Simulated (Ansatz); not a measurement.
**Two runs on Ti**

System: Ti (P-1, 6 atoms in the cell).
Method of run 1: DFT PBEsol, scalar-relativistic, plane waves, PAW, no spin polarisation (Ansatz 0.2.0).

The structure derives from an entry of the Crystallography Open Database. Text and figures count atoms from 1; the logs count them from 0 in places.

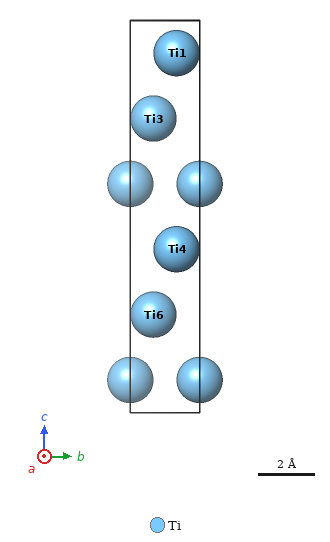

**Figure 1.** The structure as given in the input (spheres-only view of the cell of the calculation, set on other vectors, along the a axis; atoms are numbered from 1 in the order of the input). An atom can appear more than once, as a periodic image.

**The input, run 1**
```yaml
crystal:
  lattice:
    - [2.0279211511, -2.0279211511, 0.0]
    - [2.0279211511, 0.0, -2.0279211511]
    - [8.9228530647, 7.3005161439, 8.1116846043]
  atoms:
    - { symbol: Ti, position: [0.63334, 0.6666666667, 0.0833166667] }
    - { symbol: Ti, position: [-0.36666, 0.0, 0.91665] }
    - { symbol: Ti, position: [0.23334, 0.3333333333, 0.2499833333] }
    - { symbol: Ti, position: [0.43334, 0.6666666667, 0.5833166667] }
    - { symbol: Ti, position: [-0.16666, 0.0, 0.41665] }
    - { symbol: Ti, position: [0.03334, 0.3333333333, 0.7499833333] }
basis:
  ecutwfc: 420
kpoints:
  mp_grid: { grid: [23, 23, 5] }
hamiltonian:
  xc: pbesol
scf:
  occupations: { method: gaussian, width: 0.15 }
output:
  forces: true
  stress: true
  eigenvalues: true
```

Launched with:
```bash
ansatz run input.yaml --threads 2 --pin off --max-ram 5120MiB --backend cpu --events-out ev --progress --plain --runs-dir out
```

Hardware: 2 threads of Arm Neoverse V1, 24 GiB of memory available, shared host.

**Output, shortened to warnings, some set-up lines, iterations and results (run 1)**
```
Basis set: ecut = 420 eV, 1965 PW (Γ), exchange–correlation on 40×40×192 points (8 copies of the dense FFT grid, shifted against one another)
Symmetry: 2 space group operations
k-points: 1323 of 2645
Initial density: superposition of atomic densities (neutral atoms: chi_scale 0, normalization atom), corrected by the library's trained network
[...]
SCF iter   1: F=—  HF=-14843.034930 eV  |F-HF|=—  |Δ(HF+E_count)|=         —  Δρ=9.13e-3  dr2=5.19e-1  ethr=1.77e-3  ⟨swp⟩=5.7  Hψ=227703  notcnv=0
SCF iter   2: F=—  HF=-14843.018582 eV  |F-HF|=—  |Δ(HF+E_count)|=   1.63e-2  Δρ=3.98e-3  dr2=9.32e-2  ethr=7.22e-4  ⟨swp⟩=1.0  Hψ=68858  notcnv=0  defer=11
SCF iter   3: F=—  HF=-14843.015307 eV  |F-HF|=—  |Δ(HF+E_count)|=   3.27e-3  Δρ=6.22e-4  dr2=3.00e-4  ethr=1.29e-4  ⟨swp⟩=1.0  Hψ=57480  notcnv=0  defer=11
SCF iter   4: F=—  HF=-14843.015358 eV  |F-HF|=—  |Δ(HF+E_count)|=   5.05e-5  Δρ=1.42e-4  dr2=2.63e-5  ethr=4.17e-7  ⟨swp⟩=2.1  Hψ=74863  notcnv=0  defer=11
SCF iter   5: F=—  HF=-14843.015342 eV  |F-HF|=—  |Δ(HF+E_count)|=   1.61e-5  Δρ=4.71e-5  dr2=2.98e-6  ethr=3.65e-8  ⟨swp⟩=2.1  Hψ=96080  notcnv=0  defer=248
SCF iter   6: F=—  HF=-14843.015341 eV  |F-HF|=—  |Δ(HF+E_count)|=   5.04e-7  Δρ=1.08e-5  dr2=1.56e-7  ethr=4.13e-9  ⟨swp⟩=2.1  Hψ=73989  notcnv=0  defer=282
SCF iter   7: F=-14843.015341 eV  HF=-14843.015341 eV  |F-HF|=4.09e-9  |Δ(HF+E_count)|=   1.05e-8  Δρ=2.06e-6  dr2=5.72e-9  ethr=1.39e-10  ⟨swp⟩=7.7  Hψ=198976  notcnv=0
SCF 1 converged in 7 iterations: F = -14843.015341 eV  dr2 = 5.72e-9
SCF converged after 7 iterations
Free energy (F): -14843.015341 eV
Harris-Foulkes:  -14843.015341 eV  (|F-HF|=4.09e-9)
Internal energy: -14842.910125 eV  (E = F + TS)
E sigma→0 (E₀):  -14842.962733 eV
Entropy (-TS):   -0.105216 eV (-17.536 meV/atom)
Fermi energy:    13.757497 eV
--- Per-component energies (eV) ---
  E_band       = -895.641293
  E_kinetic    = 1640.181055
  E_local      = -4759.843476  (includes V_loc(G=0)·N_el)
  E_nonlocal   = 57.681427
  E_hartree    = 1961.260551
  E_xc         = -581.668723
  E_vxc        = -731.001704  (∫ρ·V_xc dr)
  E_paw        = -6136.239497  (= ΣΔE_a)
  E_vpaw       = -1025.178042  (= ΣTr[D̂ρ^β])
  E_aug_tail   = 0.000648  (compensation charges beyond the density's cutoff)
  E_ewald      = -7025.118415
  E_core_change = 0.836306  (= ΣΔE_core)
  E_smearing   = -0.105216  (= −TS)
  E_closure    = 0.000000  (closes the sum)
  Σ components = -14843.015341   (vs F -14843.015341, Δ=0.00e0)
--- Forces (eV/Å), atoms counted from 1 ---
  atom   1  Ti     0.16230632     0.20180935     0.50700077
  atom   2  Ti    -0.16230632    -0.20180935    -0.50700077
  atom   3  Ti    -0.07707930    -0.11083999    -0.09461987
  atom   4  Ti     0.05300737     0.05389149     0.03069018
  atom   5  Ti    -0.05300737    -0.05389149    -0.03069018
  atom   6  Ti     0.07707930     0.11083999     0.09461987
  max |Σ_I F_I| component: 0.00e0 eV/Å
--- Stress (GPa, compression-positive) ---
       -0.971090      -0.475059      -0.369162
       -0.475059      -1.111035      -0.202776
       -0.369162      -0.202776       1.888267
  P = ⅓ Tr σ = -0.0646 GPa (-0.646 kbar)
```

For run 2 the input was changed thus:
```diff
-    - [8.9228530647, 7.3005161439, 8.1116846043]
+    - [8.5172688345, 7.7061003741, 8.1116846043]
-    - { symbol: Ti, position: [0.63334, 0.6666666667, 0.0833166667] }
-    - { symbol: Ti, position: [-0.36666, 0.0, 0.91665] }
-    - { symbol: Ti, position: [0.23334, 0.3333333333, 0.2499833333] }
-    - { symbol: Ti, position: [0.43334, 0.6666666667, 0.5833166667] }
-    - { symbol: Ti, position: [-0.16666, 0.0, 0.41665] }
-    - { symbol: Ti, position: [0.03334, 0.3333333333, 0.7499833333] }
+    - { symbol: Ti, position: [0.6500033333, 0.6666666667, 0.0833166667] }
+    - { symbol: Ti, position: [-0.18333, 0.0, 0.91665] }
+    - { symbol: Ti, position: [0.2833366667, 0.3333333333, 0.2499833333] }
+    - { symbol: Ti, position: [0.5500033333, 0.6666666667, 0.5833166667] }
+    - { symbol: Ti, position: [-0.08333, 0.0, 0.41665] }
+    - { symbol: Ti, position: [0.1833366667, 0.3333333333, 0.7499833333] }
```

How does run 2 compare with run 1?

With the same functional and potentials, run 2 lies 5.0 meV per atom lower. The largest force goes from 0.569 to 0.296 eV/Å. The SCF takes 6 iterations against 7. The plane waves at Γ go from 1965 to 1959.

**Output, shortened to warnings, some set-up lines, iterations and results (run 2)**
```
Basis set: ecut = 420 eV, 1959 PW (Γ), exchange–correlation on 40×40×192 points (8 copies of the dense FFT grid, shifted against one another)
Symmetry: 2 space group operations
k-points: 1323 of 2645
Initial density: superposition of atomic densities (neutral atoms: chi_scale 0, normalization atom), corrected by the library's trained network
[...]
SCF iter   1: F=—  HF=-14843.059753 eV  |F-HF|=—  |Δ(HF+E_count)|=         —  Δρ=7.92e-3  dr2=3.40e-1  ethr=1.77e-3  ⟨swp⟩=5.6  Hψ=227758  notcnv=0
SCF iter   2: F=—  HF=-14843.047495 eV  |F-HF|=—  |Δ(HF+E_count)|=   1.23e-2  Δρ=3.47e-3  dr2=5.82e-2  ethr=4.73e-4  ⟨swp⟩=1.0  Hψ=68822  notcnv=0  defer=7
SCF iter   3: F=—  HF=-14843.045434 eV  |F-HF|=—  |Δ(HF+E_count)|=   2.06e-3  Δρ=5.03e-4  dr2=1.35e-4  ethr=8.08e-5  ⟨swp⟩=1.0  Hψ=57464  notcnv=0  defer=7
SCF iter   4: F=—  HF=-14843.045508 eV  |F-HF|=—  |Δ(HF+E_count)|=   7.42e-5  Δρ=1.12e-4  dr2=1.04e-5  ethr=1.87e-7  ⟨swp⟩=2.9  Hψ=106296  notcnv=0  defer=11
SCF iter   5: F=—  HF=-14843.045496 eV  |F-HF|=—  |Δ(HF+E_count)|=   1.23e-5  Δρ=3.10e-5  dr2=1.56e-6  ethr=1.44e-8  ⟨swp⟩=2.2  Hψ=75603  notcnv=0  defer=131
SCF iter   6: F=-14843.045495 eV  HF=-14843.045495 eV  |F-HF|=2.04e-8  |Δ(HF+E_count)|=   1.58e-7  Δρ=6.88e-6  dr2=3.92e-8  ethr=1.39e-10  ⟨swp⟩=6.1  Hψ=226164  notcnv=0
SCF 1 converged in 6 iterations: F = -14843.045495 eV  dr2 = 3.92e-8
SCF converged after 6 iterations
Free energy (F): -14843.045495 eV
Harris-Foulkes:  -14843.045495 eV  (|F-HF|=2.04e-8)
Internal energy: -14842.932261 eV  (E = F + TS)
E sigma→0 (E₀):  -14842.988878 eV
Entropy (-TS):   -0.113235 eV (-18.872 meV/atom)
Fermi energy:    13.770562 eV
--- Per-component energies (eV) ---
  E_band       = -894.984933
  E_kinetic    = 1639.980424
  E_local      = -4751.567873  (includes V_loc(G=0)·N_el)
  E_nonlocal   = 57.443042
  E_hartree    = 1957.503695
  E_xc         = -581.634235
  E_vxc        = -730.952707  (∫ρ·V_xc dr)
  E_paw        = -6136.066869  (= ΣΔE_a)
  E_vpaw       = -1024.903850  (= ΣTr[D̂ρ^β])
  E_aug_tail   = 0.000637  (compensation charges beyond the density's cutoff)
  E_ewald      = -7029.427389
  E_core_change = 0.836306  (= ΣΔE_core)
  E_smearing   = -0.113235  (= −TS)
  E_closure    = 0.000000  (closes the sum)
  Σ components = -14843.045495   (vs F -14843.045495, Δ=0.00e0)
--- Forces (eV/Å), atoms counted from 1 ---
  atom   1  Ti     0.03763410     0.19365388     0.22112693
  atom   2  Ti    -0.03763410    -0.19365388    -0.22112693
  atom   3  Ti    -0.04008050    -0.04520323    -0.05491904
  atom   4  Ti     0.01407822     0.01803953     0.01253099
  atom   5  Ti    -0.01407822    -0.01803953    -0.01253099
  atom   6  Ti     0.04008050     0.04520323     0.05491904
  max |Σ_I F_I| component: 0.00e0 eV/Å
--- Stress (GPa, compression-positive) ---
       -0.412378      -0.281188      -0.466703
       -0.281188      -0.054302       0.512846
       -0.466703       0.512845       0.374079
  P = ⅓ Tr σ = -0.0309 GPa (-0.309 kbar)
```

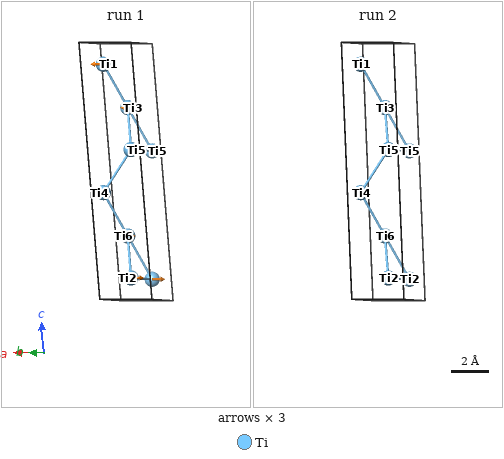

**Figure 2.** The two input geometries at one scale (ball-and-stick view of the cell of the calculation, set on other vectors, seen at an oblique angle). The orange arrows on the first give the shifts of the atoms relative to the cell, with their mean removed, magnified 3 times. The largest moves relative to the cell, 0.24 Å, are those of Ti1 and Ti2. (The mean shift of all atoms is removed.) The drawn cell changes at constant volume: a = b stay at 2.868 Å, c 14.097 → 14.062 Å (−0.2 %), α 87.7° → 88.8°, β 85.3° → 87.7°. Among the contacts that change: Ti1–Ti2 3.582 → 3.194 Å.

**The two runs side by side**

| quantity | run 1 | run 2 |
| --- | --- | --- |
| outcome | converged | converged |
| free energy per atom (eV) | −2473.8359 | −2473.8409 |
| energy per atom, smearing taken to zero (eV) | −2473.8271 | −2473.8315 |
| gap on the mesh (eV) | 0.00 | 0.00 |
| pressure (GPa) | −0.06 | −0.03 |
| largest force (eV/Å) | 0.569 | 0.296 |
| SCF iterations | 7 | 6 |
| irreducible k-points | 1323 | 1323 |
| plane waves at Γ | 1965 | 1959 |
| wall time (shared host) | 2.6 min | 2.6 min |
